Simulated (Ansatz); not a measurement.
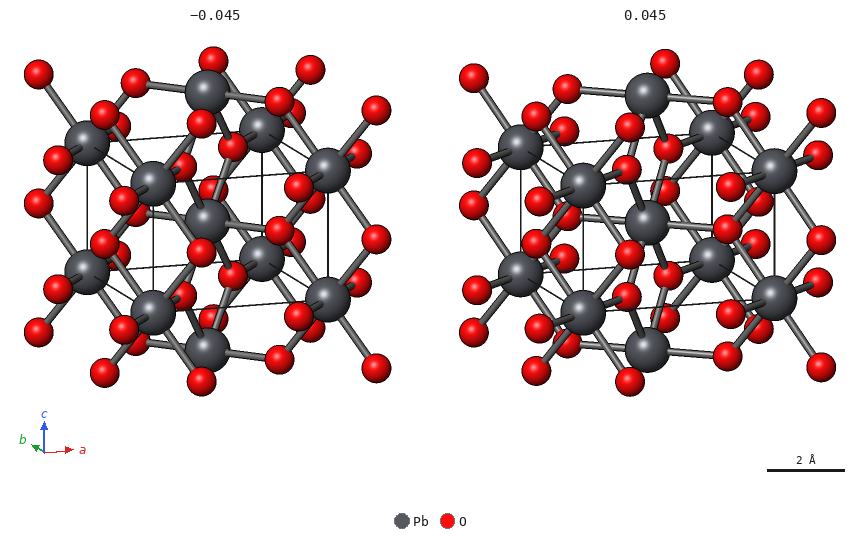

Solid PbO₂ (set up in P4_2/mnm), under uniaxial strain along a (b, c and atoms relaxed), with energies (extrapolated to zero smearing) counted from the relaxed crystal, which is the row at zero. The picture shows the first and the last member. A ball-and-stick model of the cell of the calculation, seen slightly off an axis.

Computed with Ansatz 0.2.0: DFT PBE, scalar-relativistic, plane waves, PAW. Settings: plane-wave cutoff 420 eV; k-point mesh 8 × 8 × 10; occupations gaussian; smearing width 0.1 eV; no spin polarisation; force threshold 0.008 eV/Å.

```
strain  energy (meV/atom)  a (Å)  b (Å)  c (Å)
−0.045               4.09  4.853  5.222  3.460
 −0.03               1.46  4.929  5.175  3.453
−0.015               0.08  5.005  5.130  3.447
   0.0               0.00  5.081  5.081  3.443
 0.015               0.15  5.158  5.026  3.434
  0.03                  ?      ?      ?      ?
 0.045               4.06  5.310  4.942  3.412
```

Estimate the missing row from the others, and compare with the calculation.

A parabola through three neighbouring rows (0.0, 0.015, 0.045) gives, with Lagrange weights, (−0.3333)(0.00) + (1.0000)(0.15) + (0.3333)(4.06) = 1.50 meV/atom. The calculation gives 1.54 meV/atom (a = 5.234 Å, b = 4.983 Å, c = 3.423 Å). The estimate is 0.04 meV/atom too low. From the first member to the last: O–Pb 2.200 → 2.241 Å, O–Pb 2.209 → 2.203 Å.

The whole series:

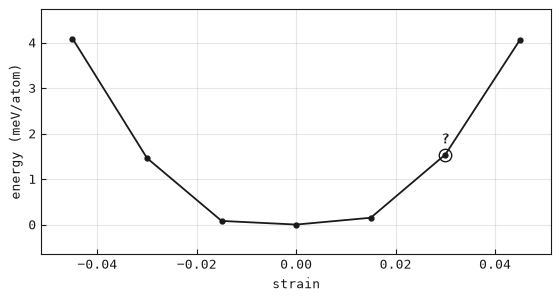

Each member starts from this one structure; whether another phase lies lower wasn't checked.
